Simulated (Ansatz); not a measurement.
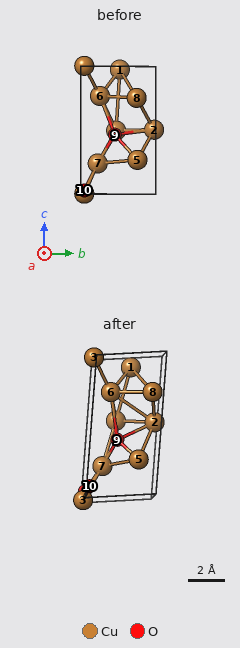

The structure of crystalline Cu4O (a generated structure, set up in P1) (coarse preliminary run) before (top) and after (bottom) a relaxation, at one scale.

The picture is a ball-and-stick view of the cell of the calculation, seen along the a axis.

These are results of Ansatz 0.2.0, DFT PBE, scalar-relativistic, plane waves, PAW, not measurements.

Input
```yaml
crystal:
  lattice:
    - [2.4497880461, -2.5296651002, 2.5650468149]
    - [2.5542657037, 2.5828965086, -2.6162930641]
    - [0.0019851592, 5.0199698704, 5.0887481406]
  atoms:
    - { symbol: Cu, position: [1.0228958299, 0.5211507427, 0.9745939621] }
    - { symbol: Cu, position: [0.4788814613, -0.0212603521, 0.5056641828] }
    - { symbol: Cu, position: [0.5128190264, 1.0451822671, 1.0018014731] }
    - { symbol: Cu, position: [0.0467075163, 0.4712649519, 0.4968510046] }
    - { symbol: Cu, position: [0.7150414802, 0.7566264364, 0.2689811884] }
    - { symbol: Cu, position: [0.2711403659, 0.2554150264, 0.7669342546] }
    - { symbol: Cu, position: [0.2453806443, 0.2248154766, 0.239165429] }
    - { symbol: Cu, position: [0.7637393638, 0.7459806378, 0.7542458292] }
    - { symbol: O, position: [0.440386946, 0.4540064743, 0.465083814] }
    - { symbol: O, position: [0.0030073658, 0.0468183389, 1.0266788622] }
basis:
  ecutwfc: 420
kpoints:
  mp_grid: { grid: [6, 6, 4] }
hamiltonian:
  xc: pbe
scf:
  occupations: { method: gaussian, width: 0.2 }
  lower_state_search: "off"
output:
  forces: true
  stress: true
  eigenvalues: true
relax:
  adjacent_minimum: "off"
  f_tol: 0.025
  max_steps: 60
  cell: { stress_tol: 0.25 }
```

Launched with:
```bash
ansatz run input.yaml --threads 1 --pin off --max-ram 2560MiB --backend cpu --events-out ev --progress --plain --runs-dir out
```

**Summarise the run.**

The run was cut off at its time limit before the relaxation converged, so the last structure is only a point on the way. After 5 geometry steps the energy has fallen by 246 meV per atom. The largest force component goes from 2.7 to 0.38 eV/Å. The pressure goes from 4.19 to 0.34 GPa. The largest move relative to the cell is that of Cu4, 0.63 Å along [−3 −2 2]. By element the largest moves are Cu 0.63 Å, O 0.45 Å. Cell: a 4.357 → 4.007 Å (−8.0 %), b 4.477 → 4.120 Å (−8.0 %), c 7.148 → 8.023 Å (+12.2 %), α 90.6° → 84.1°, β 89.3° → 81.6°, γ 111.0° → 103.0°. Volume −2.9 %. Some distances before and after: Cu4–Cu6 3.692 → 2.435 Å, Cu4–Cu8 3.557 → 2.420 Å, Cu6–Cu8 3.649 → 2.670 Å, Cu8–O10 2.383 → 3.224 Å. New bonds form: Cu4–Cu6 (3.69 → 2.43 Å), Cu4–Cu8 (3.56 → 2.42 Å), Cu6–Cu8 (3.65 → 2.67 Å). Among the angles between lasting bonds that change: Cu1–O10–Cu1 160.6° → 121.6°, Cu2–Cu8–Cu6 93.0° → 126.4°, Cu1–O10–Cu7 108.8° → 140.8°. The space group stays P1 (No. 1).
